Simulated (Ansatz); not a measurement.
System: rocksalt KCl, space group Fm-3m, 2 atoms in the primitive cell, relaxed with r2SCAN; unstrained, cubic a = 6.290 Å. The cell is strained biaxially in the xy plane; the length along z is relaxed again with r2SCAN. Points keep the names of the unstrained cell; those that the strain makes unlike carry their directions on the cubic axes x, y, z. Method: PBE, Ansatz PAW set, no spin polarisation, no spin-orbit coupling, 8×8×8 k mesh, 420 eV cutoff (Ansatz).

At 0 % the lowest conduction levels at the points plotted lie 5.19 eV (Γ), 6.53 eV (X [100]/[010]) and 6.53 eV (X [001]) above the valence top at Γ.

### How does each level move from −2.78 % to +2.95 %?

Γ falls by 0.34 eV, X [100]/[010] rises by 0.11 eV and X [001] stays within 0.02 eV. Unstrained, the X points are equivalent. At +2.95 % the lowest conduction level is 6.51 eV at X [001] and 6.57 eV at X [100]/[010] above the valence top, a splitting of 0.06 eV, or 19 meV for each 1 % of strain on average. The lowest is the one at Γ, over the whole range, so among these points the gap stays direct.

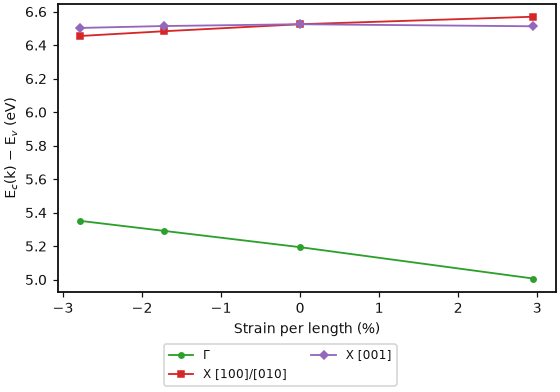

Lowest conduction level at each named k point, counted from the valence-band top at Γ.

| strain | Γ (eV) | X [100]/[010] (eV) | X [001] (eV) |
| --- | --- | --- | --- |
| −2.78 % | 5.35 | 6.46 | 6.50 |
| −1.72 % | 5.29 | 6.48 | 6.51 |
| 0 % | 5.19 | 6.53 | 6.53 |
| +2.95 % | 5.01 | 6.57 | 6.51 |

The strain splits the threefold valence top at Γ, and levels count from its highest part. LDA, GGA and most meta-GGA functionals understate gaps. The usual form of KCl is rocksalt.
